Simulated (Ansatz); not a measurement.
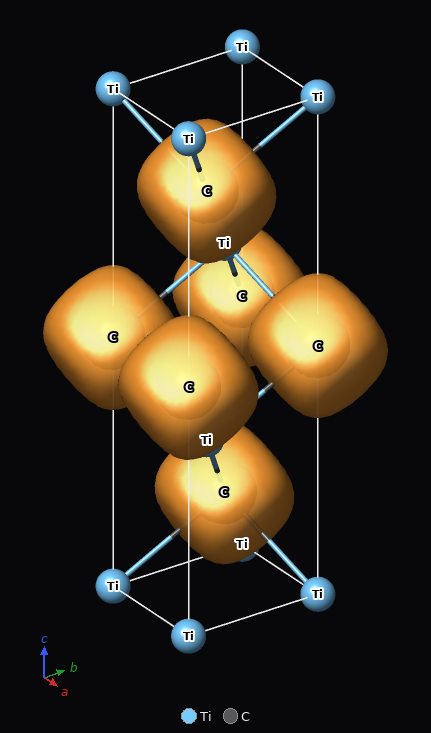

Figure. TiC. Isosurface of the electron localisation function at 0.65 (orange), seen slightly off an axis. Core shells and regions of very low density are left out. Sticks mark near contacts.

Space group R-3m; changed on purpose from its base cell (equal xy, yz and zx shear strains of +1 %, PAW files); computed without spin polarisation.

Computed with DFT, PBE, PAW with Ansatz's default frozen-core files, scalar-relativistic in Ansatz.

In a PAW calculation such maps are meaningful between the atoms, not at the nuclei.

Question: Describe the localisation domains.

Answer: The ELF exceeds this value in three regions wrapped around C (the valence shell of each), counted in one cell of 6 atoms. Any copies at cell faces, edges or corners count once.

Values along the shortest contacts:
Ti–C (2.16 Å): the ELF peaks at about 0.80 in the valence shell of C, 0.7 Å from its nucleus, and is about 0.30 at the midpoint.

Question: Metal or insulator at this level of theory?

Answer: It is metallic or semimetallic at this level of theory: no gap opens.
